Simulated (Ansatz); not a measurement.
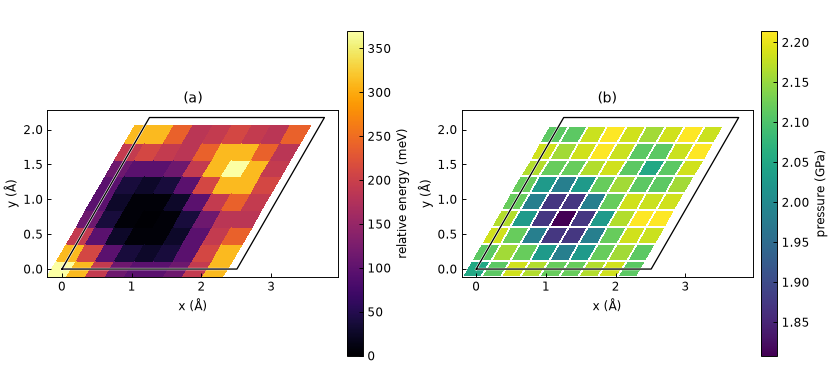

O (R-3m phase) with one H guest (9 atoms in the cell). A guest moved over a lattice plane through the rigid host; the plane is (0 0 1) of the conventional cell, half-way across the widest gap between atomic layers, origin above O1. Places are given modulo a cell vector. The map is drawn in real space over the plane of the scan. Nothing is relaxed (host rigid, guest held in the plane). The scan uses a 9 × 9 grid; 19 points were computed and 62 follow by symmetry. All energies are given in meV per cell relative to the lowest grid point. The cutoff or the k-mesh is coarse on purpose, so the values aren't converged. The runs have no spin polarisation; a magnetic state may lie lower. Level of theory: DFT PBE+D3(BJ), scalar-relativistic, plane waves, PAW in Ansatz. Settings: cutoff 420 eV, k-mesh 9×9×8, gaussian smearing 0.15 eV, no spin polarisation.

Panel (a) is the energy; panel (b) is the computed pressure, in GPa.

The picture shows one coloured cell a grid point, the outline of one cell of the plane.

> How does the pressure vary over the map, and what is it at the lowest grid point?

It runs from 1.81 GPa at (3/9, 3/9) of the cell vectors [nearest 6 O at 2.06 Å] to 2.21 GPa at (3/9, 7/9) of the cell vectors [nearest 2 O at 1.64 Å]. At the lowest grid point, (3/9, 3/9) of the cell vectors [nearest 6 O at 2.06 Å], it is 1.81 GPa.
